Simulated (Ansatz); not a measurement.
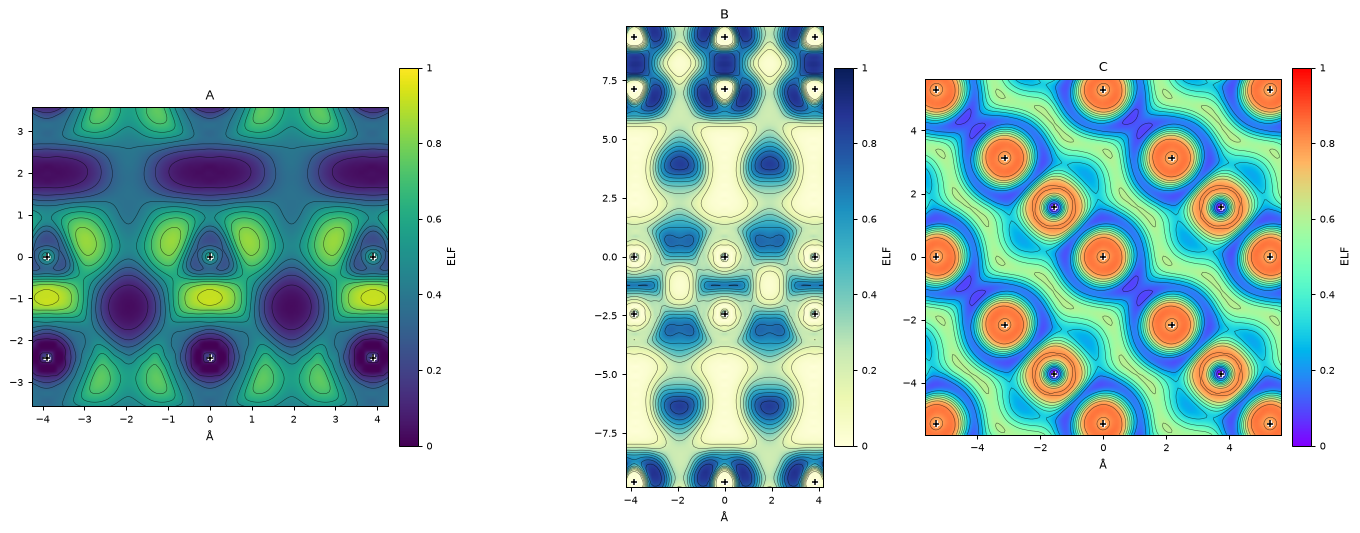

The ELF of 3 systems, each on a plane through atoms (crosses mark nuclei in the plane).

Level of theory: DFT PBEsol, scalar-relativistic, plane waves, PAW in Ansatz 0.2.0.

System 1: SiGe, the (100) plane of the conventional cell. Space group P6₃mc; a structure from a database of computed crystals, not necessarily the ambient phase.

```
CELL_PARAMETERS angstrom
3.90445 0.00000 0.00000
-1.95223 3.38135 0.00000
0.00000 0.00000 6.45078
ATOMIC_POSITIONS crystal
Si 0.66667 0.33333 0.87461
Si 0.33333 0.66667 0.37461
Ge 0.66667 0.33333 0.50039
Ge 0.33333 0.66667 0.00039
```

System 2: Hf2N, the (001) plane of the conventional cell. Space group P4₂/mnm; a structure from a database of computed crystals, not necessarily the ambient phase.

```cif
data_structure
_symmetry_space_group_name_H-M 'P 1'
_symmetry_Int_Tables_number 1
_cell_length_a 5.2955
_cell_length_b 5.2955
_cell_length_c 3.2274
_cell_angle_alpha 90.000
_cell_angle_beta 90.000
_cell_angle_gamma 90.000
_cell_volume 90.51
loop_
_atom_site_label
_atom_site_type_symbol
_atom_site_fract_x
_atom_site_fract_y
_atom_site_fract_z
_atom_site_occupancy
Hf1 Hf 0.29546 0.29546 0.00000 1
Hf2 Hf 0.70454 0.70454 0.00000 1
Hf3 Hf 0.79546 0.20454 0.50000 1
Hf4 Hf 0.20454 0.79546 0.50000 1
N1 N 0.00000 0.00000 0.00000 1
N2 N 0.50000 0.50000 0.50000 1
```

System 3: GaP (interface cell), the (100) plane of the calculation cell. 

```xyz
12
Lattice="3.8456 0.0000 0.0000 -1.9228 3.3304 0.0000 0.0000 0.0000 18.9188" Properties=species:S:1:pos:R:3 pbc="T T T"
Ga    0.0000    0.0000    0.0441
P     1.9228    1.1101    4.0371
P     0.0000    2.2202    0.8899
Ga    0.0000    2.2202    3.2018
Ga    1.9228    1.1101    6.3463
P     0.0000    0.0000    7.1733
P     0.0000    0.0000    9.3807
Ga    1.9228    1.1101   13.3521
Ga    0.0000    2.2202   10.2076
P     0.0000    2.2202   12.5169
P     1.9228    1.1101   15.6640
Ga    0.0000    0.0000   16.5099
```

Which map belongs to which system?

Panel A is system 1, SiGe: the plane holds Si and Ge. Si–Ge (2.41 Å): the ELF peaks at about 0.90 between the atoms, as expected for localised, covalent bonding. Panel B is system 3, GaP: the plane holds Ga and P. P–P (2.21 Å): the ELF peaks at about 0.90 between the atoms. Panel C is system 2, Hf2N: the plane holds Hf and N. Hf–N (2.21 Å): the ELF peaks at about 0.80 in the valence shell of N, 0.6 Å from its nucleus, and drops to about 0.15 between the two atoms; no shared electron pair shows on this line.
